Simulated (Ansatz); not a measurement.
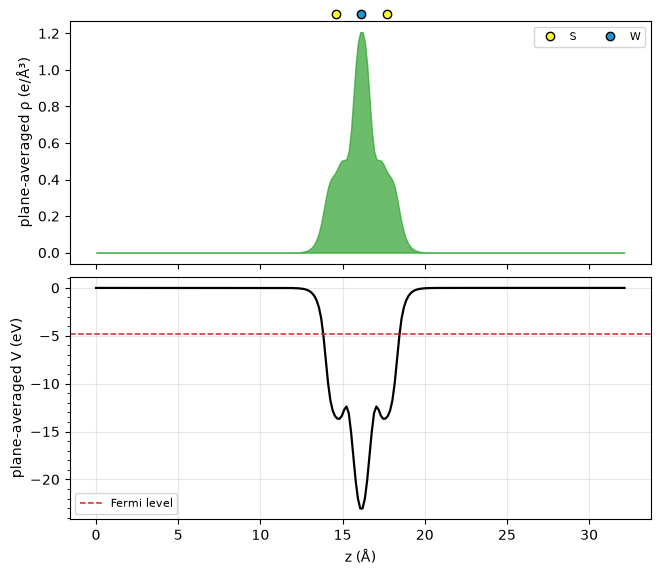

The picture shows: WS2 (slab). Plane average of the electrostatic potential energy of an electron and of the valence charge density (pseudo) across the slab. Circles mark the heights of the atoms.

Changed on purpose from its base cell (strain along x +0.020, atoms relaxed).

Computed with DFT PBE+D3(BJ), scalar-relativistic, plane waves, PAW (Ansatz 0.2.0).

The density is the valence pseudo-density of a PAW calculation; it isn't the true density close to the nuclei.

How far above the Fermi level of the calculation is the vacuum level?

4.8 eV. The slab has a gap, so the Fermi level lies inside it and this isn't a work function in the metallic sense.

How thick is the slab, and how wide the vacuum?

The outermost nuclei are 3.1 Å apart, in 3 atomic planes; the vacuum between periodic images is 29.2 Å wide.
